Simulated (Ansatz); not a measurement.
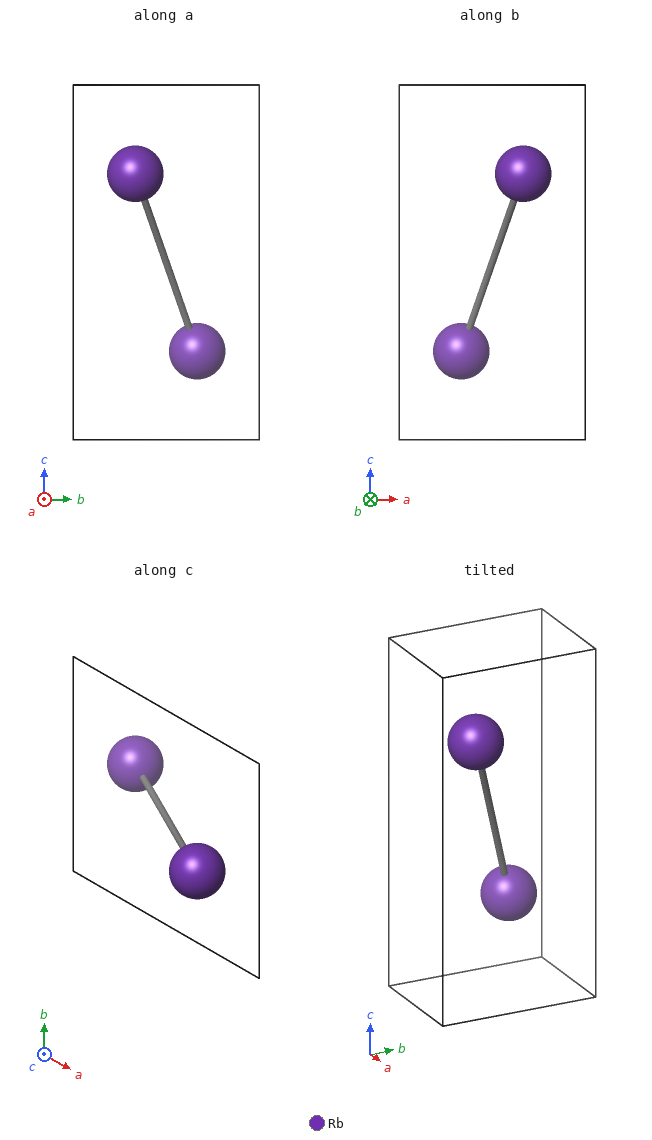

An orthographic ball-and-stick view of the structure, along the a axis, along the b axis, along the c axis and slightly off an axis. The frame is the conventional unit cell; atoms at its boundary are shown with their periodic copies.

Lattice parameters: a = 5.1069 Å, b = 5.1069 Å, c = 8.4479 Å, α = 90.000°, β = 90.000°, γ = 120.000°.

**Convert the drawing into a CIF with its space group and independent sites.**

```cif
data_structure
_symmetry_space_group_name_H-M 'P 63/m m c'
_symmetry_Int_Tables_number 194
_cell_length_a 5.1069
_cell_length_b 5.1069
_cell_length_c 8.4479
_cell_angle_alpha 90.000
_cell_angle_beta 90.000
_cell_angle_gamma 120.000
_cell_volume 190.80
loop_
_atom_site_label
_atom_site_type_symbol
_atom_site_symmetry_multiplicity
_atom_site_Wyckoff_symbol
_atom_site_fract_x
_atom_site_fract_y
_atom_site_fract_z
_atom_site_occupancy
Rb1 Rb 2 c 0.3333 0.6667 0.2500 1
```

Starting structure: a structure type filled with this element by a generator (whether the element takes this form wasn't checked). Earlier steps of the study may have refined or changed the cell and positions. It went into a calculation with Ansatz.
